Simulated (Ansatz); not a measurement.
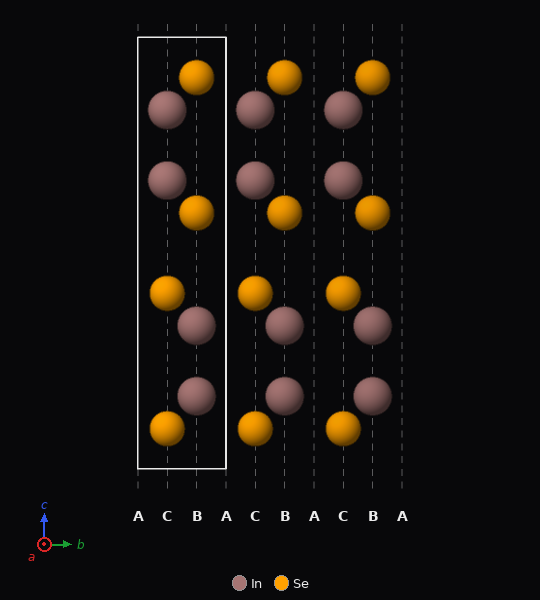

Projection along an edge of the hexagonal mesh, stacking direction c upwards. The dashed lines mark the three columns A (0, 0), B (1/3, 2/3) and C (2/3, 1/3). The sequence starts with the first layer at or above the cell's origin.

InSe. Coordinates: the geometry relaxed with DFT PBEsol, scalar-relativistic, plane waves, PAW in Ansatz.

> Read off the stacking sequence over one period.

Se(C) – In(B) – In(B) – Se(C) – Se(B) – In(C) – In(C) – Se(B) (eight layers in 17.00 Å).

Heights of the layers:

```
layer  atoms (column)  height (Å)  to next (Å)
    1           Se(C)        1.58         1.28
    2           In(B)        2.86         2.78
    3           In(B)        5.64         1.28
    4           Se(C)        6.92         3.17
    5           Se(B)       10.08         1.28
    6           In(C)       11.36         2.78
    7           In(C)       14.14         1.28
    8           Se(B)       15.42         3.17
```
